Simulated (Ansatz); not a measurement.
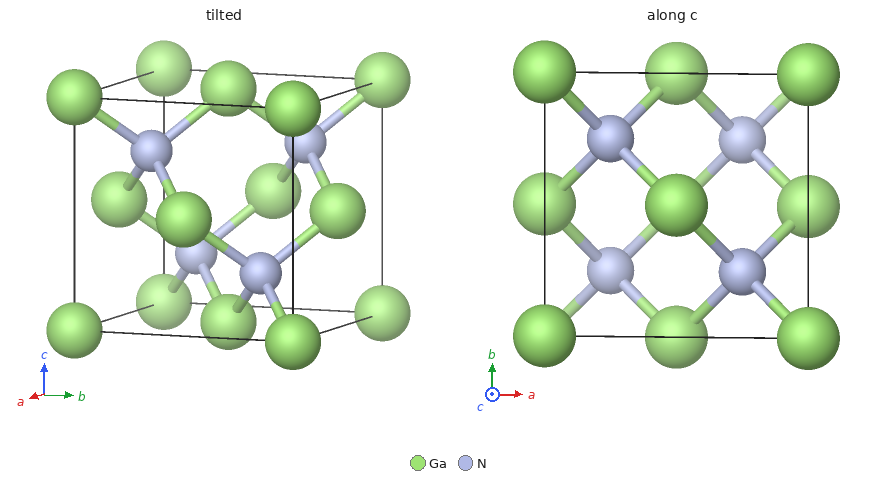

The crystal in a ball-and-stick representation, seen slightly off an axis and along the c axis. Thin lines show the drawn cell (a repeat of the simulation cell), with boundary atoms drawn in all their periodic places.

GaN, a = 4.498 Å, b = 4.498 Å, c = 4.498 Å, α = 90.00°, β = 90.00°, γ = 90.57°. Strictly the space group is Imm2 (No. 44, within 0.01 Å). It is a distorted form of a face-centred cubic structure, space group F-43m (No. 216) within 0.25 Å: zinc blende (sphalerite type). Its origin is a structure type filled with these elements by a generator (whether the compound takes this form wasn't checked). The cell was then strained or its atoms displaced on purpose. It went into a calculation with Ansatz.

This one geometry was computed with Ansatz (DFT, plane waves, PAW) at three levels of theory: HSE06, PBE and r2SCAN. It was relaxed with r2SCAN and then strained.

> Which level gives the highest pressure at this volume, and what does that say about its equilibrium volume?

Highest: PBE (6.2 GPa), which points to the largest equilibrium volume. Lowest, with the smallest volume: HSE06 (0.0 GPa) and r2SCAN (0.0 GPa). Levels within 0.5 GPa of each other can't be told apart.

> How does the band gap change with the level of theory?

PBE: a gap of 1.72 eV, direct; r2SCAN: a gap of 2.13 eV, direct; HSE06: a gap of 2.97 eV, direct.

> Collect the results in a table.

| level | cutoff (eV) | k-mesh of the run's cell | gap (eV) | pressure (GPa) |
| --- | --- | --- | --- | --- |
| HSE06 | 420 | 6×6×6 | 2.97 | 0.0 |
| PBE | 420 | 10×10×10 | 1.72 | 6.2 |
| r2SCAN | 500 | 10×10×10 | 2.13 | 0.0 |

Gaps are taken on the k-mesh or band path of each run.
